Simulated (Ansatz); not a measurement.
**Two runs on Si3C**

System: Si3C (4 atoms in the cell).
Method of run 1: DFT, PBE, plane waves, PAW, no spin polarisation (Ansatz 0.2.0).

The structure was built on a prototype by a generator. The geometry comes from this level: r2SCAN. Text and figures count atoms from 1; the logs count them from 0 in places.

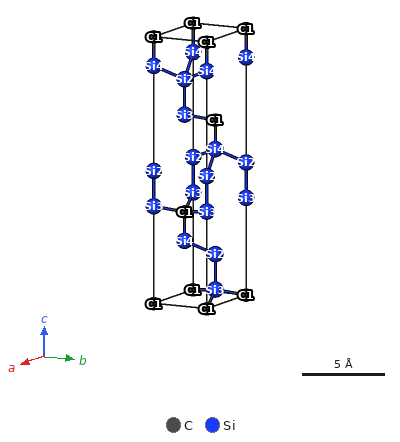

**Figure 1.** The structure (ball-and-stick view of the cell 3 times as large as that of the calculation, set on its symmetry axes, seen at an oblique angle; atoms are numbered from 1 in the order of the input). Near neighbours in the crystal (not all of them lie inside the picture): C has 4 Si at 1.91 to 2.04 Å; Si has 4 Si at 2.23 to 2.34 Å; Si has 3 C at 2.04 Å and 1 Si at 2.34 Å; Si has 1 C at 1.91 Å and 3 Si at 2.23 Å.

Input file, run 1:
```yaml
crystal:
  lattice:
    - [1.6986113246, 0.9806937055, 5.8709154094]
    - [-1.6986113246, 0.9806937055, 5.8709154094]
    - [0.0, -1.961387411, 5.8709154094]
  atoms:
    - { symbol: C, position: [0.9989692349, -0.0010307651, -0.0010307651] }
    - { symbol: Si, position: [0.4966196746, 0.4966196746, 0.4966196746] }
    - { symbol: Si, position: [0.3638779033, 0.3638779033, 0.3638779033] }
    - { symbol: Si, position: [0.8905331871, 0.8905331871, 0.8905331871] }
kpoints:
  mp_grid: { grid: [6, 6, 6] }
hamiltonian:
  xc: pbe
scf:
  occupations: { method: fermi_dirac, width: 0.02 }
  n_extra_bands: 5
output:
  forces: true
  stress: true
  eigenvalues: true
```

Command:
```bash
ansatz run input.yaml --threads 4 --pin off --max-ram 3686MiB --backend cpu --events-out ev --progress --plain --runs-dir out
```

Hardware: 4 threads of Arm Neoverse N1, 16 GiB of memory available, shared host.

Output, shortened to warnings, some set-up lines, iterations and results (run 1):
```
Basis set: ecut = 420 eV, 1147 PW (Γ), FFT grids on a1−a3, a2−a3, a3, exchange–correlation on 48×48×90 points (8 copies of the dense FFT grid, shifted against one another)
Symmetry: 6 space group operations
k-points: 32 of 216 (time reversal used)
Initial density: superposition of atomic densities (neutral atoms: chi_scale 0, normalization atom), corrected by the library's trained network
[...]
SCF iter   1: F=—  HF=-2157.098194 eV  |F-HF|=—  |Δ(HF+E_count)|=         —  Δρ=4.41e-3  dr2=2.74e-2  ethr=1.77e-3  ⟨swp⟩=6.6  Hψ=2959  notcnv=0
SCF iter   2: F=—  HF=-2157.092859 eV  |F-HF|=—  |Δ(HF+E_count)|=   5.33e-3  Δρ=1.15e-3  dr2=8.46e-4  ethr=1.71e-4  ⟨swp⟩=2.2  Hψ=817  notcnv=0  defer=24
SCF iter   3: F=—  HF=-2157.092958 eV  |F-HF|=—  |Δ(HF+E_count)|=   9.81e-5  Δρ=4.72e-4  dr2=1.60e-4  ethr=5.29e-6  ⟨swp⟩=2.2  Hψ=545  notcnv=0  defer=26
SCF iter   4: F=—  HF=-2157.093007 eV  |F-HF|=—  |Δ(HF+E_count)|=   4.93e-5  Δρ=2.26e-4  dr2=5.76e-5  ethr=1.00e-6  ⟨swp⟩=2.1  Hψ=557  notcnv=0  defer=26
SCF iter   5: F=—  HF=-2157.093029 eV  |F-HF|=—  |Δ(HF+E_count)|=   2.20e-5  Δρ=5.17e-5  dr2=1.16e-6  ethr=3.60e-7  ⟨swp⟩=2.2  Hψ=526  notcnv=0  defer=26
SCF iter   6: F=-2157.093030 eV  HF=-2157.093030 eV  |F-HF|=1.79e-9  |Δ(HF+E_count)|=   1.18e-6  Δρ=7.15e-6  dr2=2.35e-8  ethr=6.25e-10  ⟨swp⟩=8.6  Hψ=2428  notcnv=0
SCF 1 converged in 6 iterations: F = -2157.093030 eV  dr2 = 2.35e-8
SCF converged after 6 iterations
Free energy (F): -2157.093030 eV
Harris-Foulkes:  -2157.093030 eV  (|F-HF|=1.79e-9)
Internal energy: -2157.091352 eV  (E = F + TS)
E sigma→0 (E₀):  -2157.092191 eV
Entropy (-TS):   -0.001679 eV (-0.420 meV/atom)
Fermi energy:    8.831322 eV
--- Per-component energies (eV) ---
  E_band       = 35.747838
  E_kinetic    = 212.600137
  E_local      = -175.138948  (includes V_loc(G=0)·N_el)
  E_nonlocal   = 104.139855
  E_hartree    = 54.744457
  E_xc         = -214.980816
  E_vxc        = -201.685082  (∫ρ·V_xc dr)
  E_paw        = -1637.320806  (= ΣΔE_a)
  E_vpaw       = -13.657685  (= ΣTr[D̂ρ^β])
  E_aug_tail   = 0.000024  (compensation charges beyond the density's cutoff)
  E_ewald      = -501.135255
  E_smearing   = -0.001679  (= −TS)
  E_closure    = 0.000000  (closes the sum)
  Σ components = -2157.093030   (vs F -2157.093030, Δ=0.00e0)
--- Forces (eV/Å), atoms counted from 1 ---
  atom   1  C      0.00000000     0.00000000     0.12057217
  atom   2  Si     0.00000000     0.00000000    -0.06190449
  atom   3  Si     0.00000000     0.00000000    -0.12947874
  atom   4  Si     0.00000000     0.00000000     0.07077451
  max |Σ_I F_I| component: 3.66e-5 eV/Å
--- Stress (GPa, compression-positive) ---
        1.923896       0.000000       0.000000
        0.000000       1.923896       0.000000
        0.000000      -0.000000       1.925655
  P = ⅓ Tr σ = 1.9245 GPa (19.245 kbar)
```

For run 2 the input was changed thus:
```diff
+basis:
+  ecutwfc: 500
```

What does this change do to the results?

The free energy of run 2 is 0.7 meV per atom lower, which measures how much it depends on this numerical setting. More plane waves can only lower the energy of a fixed Hamiltonian, so the higher cutoff gives the lower value. The number of SCF iterations is the same. The plane waves at Γ go from 1147 to 1491.

Output, shortened to warnings, some set-up lines, iterations and results (run 2):
```
Basis set: ecut = 500 eV, 1491 PW (Γ), FFT grids on a1−a3, a2−a3, a3, exchange–correlation on 50×50×96 points (8 copies of the dense FFT grid, shifted against one another)
Symmetry: 6 space group operations
k-points: 32 of 216 (time reversal used)
Initial density: superposition of atomic densities (neutral atoms: chi_scale 0, normalization atom), corrected by the library's trained network
[...]
SCF iter   1: F=—  HF=-2157.101204 eV  |F-HF|=—  |Δ(HF+E_count)|=         —  Δρ=4.36e-3  dr2=2.71e-2  ethr=1.77e-3  ⟨swp⟩=6.6  Hψ=3000  notcnv=0
SCF iter   2: F=—  HF=-2157.095899 eV  |F-HF|=—  |Δ(HF+E_count)|=   5.31e-3  Δρ=1.14e-3  dr2=8.30e-4  ethr=1.70e-4  ⟨swp⟩=2.2  Hψ=818  notcnv=0  defer=24
SCF iter   3: F=—  HF=-2157.095983 eV  |F-HF|=—  |Δ(HF+E_count)|=   8.41e-5  Δρ=4.67e-4  dr2=1.58e-4  ethr=5.19e-6  ⟨swp⟩=2.3  Hψ=545  notcnv=0  defer=26
SCF iter   4: F=—  HF=-2157.096030 eV  |F-HF|=—  |Δ(HF+E_count)|=   4.73e-5  Δρ=2.23e-4  dr2=5.83e-5  ethr=9.87e-7  ⟨swp⟩=2.1  Hψ=560  notcnv=0  defer=26
SCF iter   5: F=—  HF=-2157.096027 eV  |F-HF|=—  |Δ(HF+E_count)|=   3.10e-6  Δρ=5.09e-5  dr2=1.13e-6  ethr=3.64e-7  ⟨swp⟩=2.2  Hψ=522  notcnv=0  defer=26
SCF iter   6: F=-2157.096028 eV  HF=-2157.096028 eV  |F-HF|=2.24e-9  |Δ(HF+E_count)|=   1.19e-6  Δρ=7.08e-6  dr2=2.27e-8  ethr=6.25e-10  ⟨swp⟩=8.6  Hψ=2426  notcnv=0
SCF 1 converged in 6 iterations: F = -2157.096028 eV  dr2 = 2.27e-8
SCF converged after 6 iterations
Free energy (F): -2157.096028 eV
Harris-Foulkes:  -2157.096028 eV  (|F-HF|=2.24e-9)
Internal energy: -2157.094350 eV  (E = F + TS)
E sigma→0 (E₀):  -2157.095189 eV
Entropy (-TS):   -0.001678 eV (-0.420 meV/atom)
Fermi energy:    8.831316 eV
--- Per-component energies (eV) ---
  E_band       = 35.749477
  E_kinetic    = 212.567262
  E_local      = -175.159470  (includes V_loc(G=0)·N_el)
  E_nonlocal   = 104.192229
  E_hartree    = 54.747022
  E_xc         = -214.970367
  E_vxc        = -201.670804  (∫ρ·V_xc dr)
  E_paw        = -1637.335787  (= ΣΔE_a)
  E_vpaw       = -13.674338  (= ΣTr[D̂ρ^β])
  E_aug_tail   = 0.000017  (compensation charges beyond the density's cutoff)
  E_ewald      = -501.135255
  E_smearing   = -0.001678  (= −TS)
  E_closure    = -0.000000  (closes the sum)
  Σ components = -2157.096028   (vs F -2157.096028, Δ=0.00e0)
--- Forces (eV/Å), atoms counted from 1 ---
  atom   1  C      0.00000000     0.00000000     0.12076913
  atom   2  Si     0.00000000    -0.00000000    -0.06167887
  atom   3  Si     0.00000000     0.00000000    -0.12949780
  atom   4  Si     0.00000000     0.00000000     0.07037964
  max |Σ_I F_I| component: 2.79e-5 eV/Å
--- Stress (GPa, compression-positive) ---
        1.922275       0.000000       0.000000
        0.000000       1.922275       0.000000
        0.000000       0.000000       1.923641
  P = ⅓ Tr σ = 1.9227 GPa (19.227 kbar)
```

The two runs side by side:

| quantity | run 1 | run 2 |
| --- | --- | --- |
| outcome | converged | converged |
| free energy per atom (eV) | −539.2733 | −539.2740 |
| energy per atom, smearing taken to zero (eV) | −539.2730 | −539.2738 |
| gap on the mesh (eV) | 0.00 | 0.00 |
| pressure (GPa) | 1.92 | 1.92 |
| largest force (eV/Å) | 0.129 | 0.129 |
| SCF iterations | 6 | 6 |
| irreducible k-points | 32 | 32 |
| plane waves at Γ | 1147 | 1491 |
| wall time (shared host) | 1.2 s | 1.6 s |
